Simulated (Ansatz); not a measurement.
# NaF (Villiaumite, Fm-3m): relaxing the cell for a phonon run

Aim: bring NaF (Villiaumite, Fm-3m) to small forces and stress, as phonons need.

Method: DFT PBEsol, scalar-relativistic, plane waves, PAW, in Ansatz 0.2.0.

### Step 1. Set-up

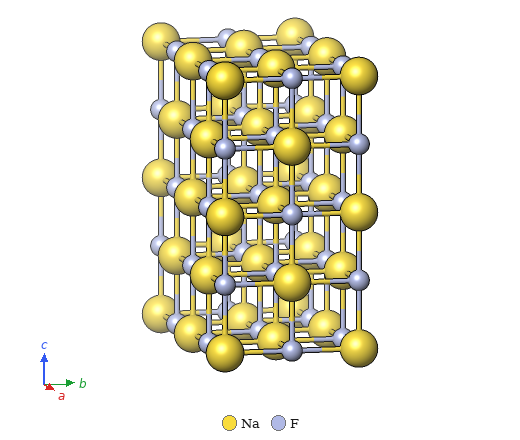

The cell as given, slightly off an axis (sodium yellow, fluorine light blue). 2×1×2 cells are drawn. This picture shows the conventional cell, with its axes. Some periodic images of atoms are drawn too.

As a file:

```cif
data_structure
_symmetry_space_group_name_H-M 'P 1'
_symmetry_Int_Tables_number 1
_cell_length_a 3.2810
_cell_length_b 3.2810
_cell_length_c 3.2810
_cell_angle_alpha 60.000
_cell_angle_beta 60.000
_cell_angle_gamma 60.000
_cell_volume 24.97
loop_
_atom_site_label
_atom_site_type_symbol
_atom_site_fract_x
_atom_site_fract_y
_atom_site_fract_z
_atom_site_occupancy
Na1 Na 0.00000 0.00000 0.00000 1
F2 F 0.50000 0.50000 0.50000 1
```

### Step 2. Probe on a coarse mesh

A quick single point on a coarse mesh tells whether the cell has a gap and how far it is from rest, which sets the k mesh and smearing that follow.

File input.yaml:

```yaml
crystal:
  lattice:
    - [0.0, 2.32, 2.32]
    - [2.32, 0.0, 2.32]
    - [2.32, 2.32, 0.0]
  atoms:
    - { symbol: Na, position: [0.0, 0.0, 0.0] }
    - { symbol: F, position: [0.5, 0.5, 0.5] }
kpoints:
  mp_grid: { grid: [6, 6, 6] }
hamiltonian:
  xc: pbesol
scf:
  occupations: { method: gaussian, width: 0.1 }
output:
  forces: true
  stress: true
  eigenvalues: true
```

Command:

```sh
> ansatz run input.yaml --threads 4 --pin off --max-ram 7168MiB --backend cpu --events-out ev --progress --plain --runs-dir out
```

Numbers of over 12 decimals in the logs are rounded to 6 here.

The program printed:

```text
Engine: ansatz 0.2.0, aarch64-unknown-linux-gnu
Pseudopotentials: kind: paw
Pseudopotential: Na, paw, valence charge 9, recommended cutoff 420 eV (normal), Na.paw.azcp
Pseudopotential: F, paw, valence charge 7, recommended cutoff 420 eV (normal), F.paw.azcp
Functional definition: PBEsol
  exchange = pbesol_x
  correlation = pbesol_c
Crystal: 2 atoms, lattice volume = 24.974 Å³
[...]
--- Band table (eV; the first three rows and the last of 16) ---
  k-point 0: bands = [... 4 lower, -17.8846, 0.8984, 0.8984, 0.8984, 7.0601, 19.7041, 19.7041, 19.7041]
  k-point 1: bands = [... 4 lower, -17.5750, 0.4075, 0.8338, 0.8338, 7.9882, 17.1931, 20.1061, 20.1061]
  k-point 2: bands = [... 4 lower, -17.2533, -0.3726, 0.7066, 0.7066, 9.9622, 14.6948, 20.7377, 20.7377]
  k-point 15: bands = [... 4 lower, -17.4995, -0.1956, 0.2434, 0.3652, 13.8819, 13.9465, 15.3895, 18.4807]
[key lines of the parts left out:]
SCF converged after 6 iterations
Free energy (F): -2278.922169 eV
Fermi energy:    3.980171 eV
P = ⅓ Tr σ = -0.3382 GPa (-3.382 kbar)
```

Elapsed: 0.84 s, on 4 threads of Arm Neoverse V1, shared host; peak memory 0.24 GiB; 1.2 s of CPU time.

A gap read on the k-mesh alone can miss the band edges.

This step gave:

```
pressure           : -0.3382 GPa
gap on the k-mesh  : 6.162 eV
volume per atom    : 12.49 Å³
direct gap on mesh : 6.162 eV
```

The coarse mesh shows a gap of 6.16 eV and a pressure of -0.3 GPa.

### Step 3. Bringing the structure to rest

Harmonic phonons are second derivatives at a point where the forces vanish, and they are wanted at zero stress, so atoms and cell are relaxed first.

input.yaml, the sections that differ from step 2:

```yaml
kpoints:
  mp_grid: { grid: [8, 8, 8] }
scf:
  occupations: { method: gaussian, width: 0.02 }
relax:
  adjacent_minimum: "off"
  f_tol: 0.005
  max_steps: 80
  cell: { stress_tol: 0.05 }
# crystal, hamiltonian, output: as in step 2
```

The program printed:

```text
[...]
Crystal: 2 atoms, lattice volume = 24.974 Å³
Basis set: ecut = 420 eV, 531 PW (Γ), exchange–correlation on 48×48×48 points (8 copies of the dense FFT grid, shifted against one another)
Bands: 12, of which v1, the nominal top of the filled ones, is band 8 counted from 1 (7 counted from 0)
Symmetry: 48 space group operations
[...]
k-points: 29 of 512
[...]
SCF iter   1: F=—  HF=-2278.929262 eV  |F-HF|=—  |Δ(HF+E_count)|=         —  Δρ=1.15e-2  dr2=2.02e-2  ethr=1.77e-3  ⟨swp⟩=5.9  Hψ=1940  notcnv=0
[...]
SCF iter   6: F=-2278.921976 eV  HF=-2278.921976 eV  |F-HF|=5.32e-9  |Δ(HF+E_count)|=   8.33e-8  Δρ=7.00e-6  dr2=8.23e-9  ethr=6.25e-10  ⟨swp⟩=3.0  Hψ=1215  notcnv=0
SCF 1 converged in 6 iterations: F = -2278.921976 eV  dr2 = 8.23e-9
[...]
relax step   1: F+E_penalty+E_count = -2278.92197618 eV  Δ(F+E_penalty+E_count) = +0.000e0 eV  max|allowed force component| = 2.247e-29 eV/Å  Δτ_max = 0.0000 Å  P = -0.340 GPa  Ω = 24.974 Å³  (6 SCF iters, dr2 threshold 1.00e-7 eV, accepted)
Crystal: 2 atoms, lattice volume = 24.913 Å³
[...]
iter 1 solved again at ethr=7.63e-8 eV; its pass at ethr=3.10e-3 eV (dr2=1.22e-5 eV) is discarded
[...]
SCF iter   4: F=-2278.922280 eV  HF=-2278.922280 eV  |F-HF|=4.65e-9  |Δ(HF+E_count)|=   7.84e-8  Δρ=1.61e-5  dr2=3.38e-8  ethr=1.25e-9  ⟨swp⟩=5.0  Hψ=1554  notcnv=0
SCF 2 converged in 4 iterations: F = -2278.922280 eV  dr2 = 3.38e-8
relax step   2: F+E_penalty+E_count = -2278.92227979 eV  Δ(F+E_penalty+E_count) = -3.036e-4 eV  max|allowed force component| = 6.163e-30 eV/Å  Δτ_max = 0.0000 Å  P = -0.208 GPa  Ω = 24.913 Å³  energy of the carried Pulay correction = +1.983e-4 eV  (4 SCF iters, dr2 threshold 2.00e-7 eV, accepted)
Crystal: 2 atoms, lattice volume = 24.816 Å³
[...]
SCF iter   4: F=-2278.922653 eV  HF=-2278.922653 eV  |F-HF|=1.27e-8  |Δ(HF+E_count)|=   1.59e-7  Δρ=2.77e-5  dr2=1.06e-7  ethr=6.77e-10  ⟨swp⟩=3.0  Hψ=1270  notcnv=0
SCF 3 converged in 4 iterations: F = -2278.922653 eV  dr2 = 1.06e-7
relax step   3: F+E_penalty+E_count = -2278.92265322 eV  Δ(F+E_penalty+E_count) = -3.734e-4 eV  max|allowed force component| = 1.136e-29 eV/Å  Δτ_max = 0.0000 Å  P = +0.002 GPa  Ω = 24.816 Å³  energy of the carried Pulay correction = +5.099e-4 eV  (4 SCF iters, dr2 threshold 1.08e-7 eV, accepted)
[...]
SCF iter   1: F=—  HF=-2278.922366 eV  |F-HF|=—  |Δ(HF+E_count)|=         —  Δρ=2.75e-5  dr2=8.76e-8  ethr=4.06e-7  ⟨swp⟩=2.7  Hψ=2813  notcnv=0
eigensolver tolerance schedule: the retry pair's looser diagonalisation over-reported the residual by 741.77 of it (diagonalisation noise at 0.11 of the residual, at the tolerance the schedule requests for it); recorded, not acted on — ethr = c·dr2/N_el stays at c = 1.0e-1
[...]
SCF iter   2: F=—  HF=-2278.922375 eV  |F-HF|=—  |Δ(HF+E_count)|=   9.37e-6  Δρ=1.47e-5  dr2=2.52e-8  ethr=5.47e-10  ⟨swp⟩=2.0  Hψ=580  notcnv=0
[...]
SCF iter   6: F=-2278.922375 eV  HF=-2278.922375 eV  |F-HF|=1.41e-11  |Δ(HF+E_count)|=  2.14e-11  Δρ=3.77e-7  dr2=1.82e-11  ethr=1.00e-12  ⟨swp⟩=3.7  Hψ=1475  notcnv=0
SCF 4 converged in 6 iterations: F = -2278.922375 eV  dr2 = 1.82e-11
relax step   4: F+E_penalty+E_count = -2278.92237499 eV  Δ(F+E_penalty+E_count) = +2.782e-4 eV  max|allowed force component| = 6.344e-30 eV/Å  Δτ_max = 0.0000 Å  P = -0.036 GPa  Ω = 24.816 Å³  stress off target by 3.60e-2 GPa  SCF on the basis re-selected at this cell (its energy is not comparable with the rows above)  (6 SCF iters)
basis re-selected at this cell: Δ(F+E_penalty+E_count) = +2.782e-4 eV, ΔP = -0.038 GPa vs the last step (what re-selecting the basis moved, of the pressure what is left beyond the Pulay correction that the steps carried, after the strain that the cell walked since its last selection, with what the two solves' SCF thresholds leave and, on support functions, any second-order correction that the steps lacked; it is no m [...]
SCF converged after 6 iterations
Free energy (F): -2278.922375 eV
[...]
Internal energy: -2278.922375 eV  (E = F + TS)
E sigma→0 (E₀):  -2278.922375 eV
Fermi energy:    4.042256 eV
[...]
--- Stress (GPa, compression-positive) ---
       -0.036043      -0.000000       0.000000
       -0.000000      -0.036043      -0.000000
       -0.000000      -0.000000      -0.036043
  P = ⅓ Tr σ = -0.0360 GPa (-0.360 kbar)
--- Band table (eV; the first three rows and the last of 29) ---
  k-point 0: bands = [... 4 lower, -17.8193, 0.9449, 0.9449, 0.9449, 7.1396, 19.7947, 19.7947, 19.7947]
  k-point 1: bands = [... 4 lower, -17.6106, 0.6434, 0.9065, 0.9065, 7.6894, 18.0231, 20.0355, 20.0355]
  k-point 2: bands = [... 4 lower, -17.3360, 0.0320, 0.8148, 0.8148, 9.0091, 15.9338, 20.5707, 20.5707]
  k-point 28: bands = [... 4 lower, -17.3737, 0.0550, 0.0550, 0.3650, 14.0004, 14.0004, 16.1243, 17.7526]
--- Relaxed structure (3 steps of the walk, 3 accepted, 1 SCFs on fresh bases) ---
  F+E_penalty+E_count = -2278.92237499 eV   max|allowed force component| = 6.344e-30 eV/Å   (the final SCF, on the basis selected at the relaxed cell)
  cell:  # Å, volume = 24.8165 Å³
    - [0, 2.315101, 2.315101]
    - [2.315101, 0, 2.315101]
    - [2.315101, 2.315101, 0]
  atoms:
    - { symbol: Na, position: [0, 0, 0] }
    - { symbol: F, position: [0.5, 0.5, 0.5] }
```

Wall time 1.2 s (4 threads); peak memory 0.27 GiB.

Step by step:

| step | energy less that of the first step (eV) | largest force component (eV/Å) | pressure (GPa) | volume (Å³) |
| --- | --- | --- | --- | --- |
| 1 | 0.0000 | 0.0000 | -0.34 | 24.97 |
| 2 | -0.0003 | 0.0000 | -0.21 | 24.91 |
| 3 | -0.0007 | 0.0000 | 0.00 | 24.82 |
| 4* | -0.0004 | 0.0000 | -0.04 | 24.82 |

Relaxation steps marked * repeat the geometry before them on a plane-wave basis chosen anew for their cell, so energy and pressure can jump there.

The run keeps the 48 symmetry operations that it works with, so distortions that break them were not tested.

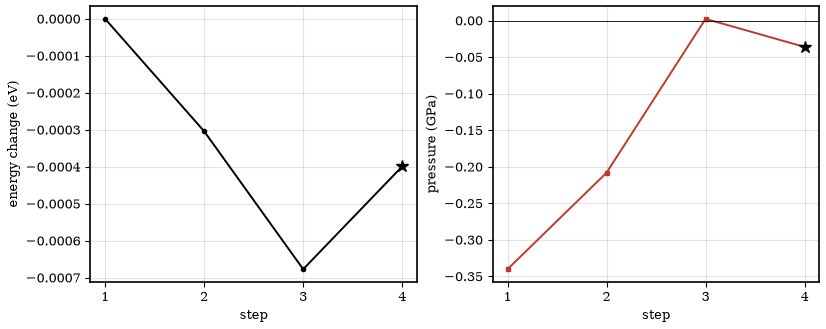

Energy and pressure along the relaxation. Stars mark steps on a basis chosen anew.

| conventional cell, symmetrised | before | after | change |
| --- | --- | --- | --- |
| a (Å) | 4.640 | 4.630 | -0.2 % |
| b (Å) | 4.640 | 4.630 | -0.2 % |
| c (Å) | 4.640 | 4.630 | -0.2 % |
| volume (Å³/atom) | 12.49 | 12.41 | -0.6 % |

Final coordinates:

```cif
data_structure
_symmetry_space_group_name_H-M 'P 1'
_symmetry_Int_Tables_number 1
_cell_length_a 3.2740
_cell_length_b 3.2740
_cell_length_c 3.2740
_cell_angle_alpha 60.000
_cell_angle_beta 60.000
_cell_angle_gamma 60.000
_cell_volume 24.82
loop_
_atom_site_label
_atom_site_type_symbol
_atom_site_fract_x
_atom_site_fract_y
_atom_site_fract_z
_atom_site_occupancy
Na1 Na 0.00000 0.00000 0.00000 1
F2 F 0.50000 0.50000 0.50000 1
```

Numbers from this step:

| Quantity | Value |
| --- | --- |
| pressure | -0.03604 GPa |
| gap on the k-mesh | 6.195 eV |
| volume per atom | 12.41 Å³ |
| direct gap on mesh | 6.195 eV |

In this step the volume went from 12.49 to 12.41 Å³/atom.

### Step 4. Relaxing to small forces for the phonons

Phonons need a cell at rest on their own settings, so the relaxation is repeated with tight tolerances on forces and stress, using the mesh and the filling of the phonon run that follows.

input.yaml, the sections that differ from step 3:

```yaml
crystal:
  lattice:
    - [0.0, 2.3151008986, 2.3151008986]
    - [2.3151008986, 0.0, 2.3151008986]
    - [2.3151008986, 2.3151008986, 0.0]
  atoms:
    - { symbol: Na, position: [0.0, 0.0, 0.0] }
    - { symbol: F, position: [0.5, 0.5, 0.5] }
scf:
  occupations: { method: fixed }
relax:
  adjacent_minimum: "off"
  f_tol: 0.001
  max_steps: 60
  cell: { stress_tol: 0.01 }
# kpoints, hamiltonian, output: as in step 3
```

The program printed:

```text
[...]
Crystal: 2 atoms, lattice volume = 24.816 Å³
Basis set: ecut = 420 eV, 531 PW (Γ), exchange–correlation on 48×48×48 points (8 copies of the dense FFT grid, shifted against one another)
Bands: 12, of which v1, the nominal top of the filled ones, is band 8 counted from 1 (7 counted from 0)
[... 1 set-up line as in the run before ...]
[...]
k-points: 29 of 512
[...]
k-point 28: bands = [... 4 lower, -17.3675, 0.0591, 0.0591, 0.3693, 14.0096, 14.0096, 16.1365, 17.7651]
--- Relaxed structure (3 steps of the walk, 3 accepted, 1 SCFs on fresh bases) ---
[...]
cell:  # Å, volume = 24.8001 Å³
    - [0, 2.314591, 2.314591]
    - [2.314591, 0, 2.314591]
    - [2.314591, 2.314591, 0]
  atoms:
    - { symbol: Na, position: [0, 0, 0] }
    - { symbol: F, position: [0.5, 0.5, 0.5] }
[key lines of the parts left out:]
SCF converged after 8 iterations
Free energy (F): -2278.922428 eV
Fermi energy:    0.949743 eV
P = ⅓ Tr σ = -0.0036 GPa (-0.036 kbar)
```

Run time: 1.2 s. Hardware: 4 threads; peak memory 0.27 GiB.

Little changed from the start: no atom moved by 0.005 Å and no cell edge by 0.1 %.

Numbers from this step:

| Property | Result |
| --- | --- |
| pressure | -0.003593 GPa |
| gap on the k-mesh | 6.198 eV |
| volume per atom | 12.40 Å³ |
| direct gap on mesh | 6.198 eV |

The forces vanish by symmetry and the pressure is -0.004 GPa, within the tolerances set. The cell now holds 12.40 Å³/atom.

### Step 5. Outcome

| Item | Value |
| --- | --- |
| space group after relaxation (within 0.01 Å) | Fm-3m |
| lattice constant a | 4.629 Å |
| lattice constant b | 4.629 Å |
| lattice constant c | 4.629 Å |
| volume per atom | 12.4 Å³ |
| gap on the k-mesh | 6.20 eV |

What this shows: The forces vanish by symmetry and the pressure is -0.004 GPa, within the tolerances set. The cell now holds 12.40 Å³/atom. The relaxation keeps the symmetry of its start, so it says nothing on stability against lower symmetry.

[Logs are printed without paths, hosts, clocks, repeated set-up lines and the standing remarks that a program may print on its own settings, such as how far it seeks lower states.]

[Hosts, paths, dates, database ids (printed as entryN), source tags and the programs' standing remarks are cut or masked in the printed files.]
